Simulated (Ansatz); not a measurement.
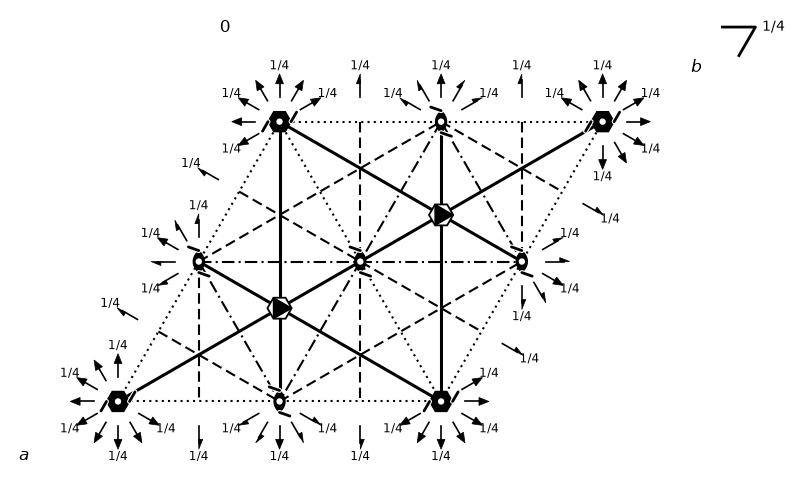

Symmetry elements of a space group, projected down c, computed from the operations of a computed or model structure of composition Cu.

Graphical symbols as in the International Tables (origin upper left, heights as fractions; handed screw axes are marked by their printed symbols).

Q: Identify the space group.

A: P6_3/mmc (No. 194); primitive hexagonal, point group 6/mmm, 24 general positions a cell.

Q: List the elements shown.

A: −6 axes along c at (1/3, 2/3), (2/3, 1/3); 6₃ axes along c at (0, 0); 2₁ axes along c at (0, 1/2), (1/2, 0), (1/2, 1/2); inversion centres at (0, 0), (0, 1/2), (1/2, 0), (1/2, 1/2); mirror planes holding c and [1 2 0] or [2 1 0] or [−1 1 0]; in-plane glide planes holding c and [1 2 0] or [2 1 0] or [−1 1 0]; c glide planes normal to a*, at x = 0; n glide planes normal to a*, at x = 1/2; c glide planes normal to b*, at y = 0; n glide planes normal to b*, at y = 1/2; c glide planes holding c and [1 1 0]; diagonal glide planes holding c and [1 1 0]; a mirror plane normal to c at height 1/4; 2 axes along [1 1 0] at height 0; 2 axes along [1 2 0] at height 1/4; 2 axes along [2 1 0] at height 1/4; 2 axes along [−1 1 0] at height 1/4; 2 axes along a at height 0; 2 axes along b at height 0; 2₁ axes along [1 1 0] at height 0; 2₁ axes along [1 2 0] at height 1/4; 2₁ axes along [2 1 0] at height 1/4; 2₁ axes along [−1 1 0] at height 1/4; 2₁ axes along a at height 0; 2₁ axes along b at height 0. Heights repeat every half period; positions are (a, b) fractions, modulo 1.

Q: Write the general positions (in any order).

A: x, y, z
−x, −y, −z
x−y, x, z+1/2
−x+y, −x, −z+1/2
−y, x−y, z
y, −x+y, −z
−x, −y, z+1/2
x, y, −z+1/2
−x+y, −x, z
x−y, x, −z
y, −x+y, z+1/2
−y, x−y, −z+1/2
−y, −x, −z+1/2
y, x, z+1/2
−x, −x+y, −z
x, x−y, z
−x+y, y, −z+1/2
x−y, −y, z+1/2
y, x, −z
−y, −x, z
x, x−y, −z+1/2
−x, −x+y, z+1/2
x−y, −y, −z
−x+y, y, z
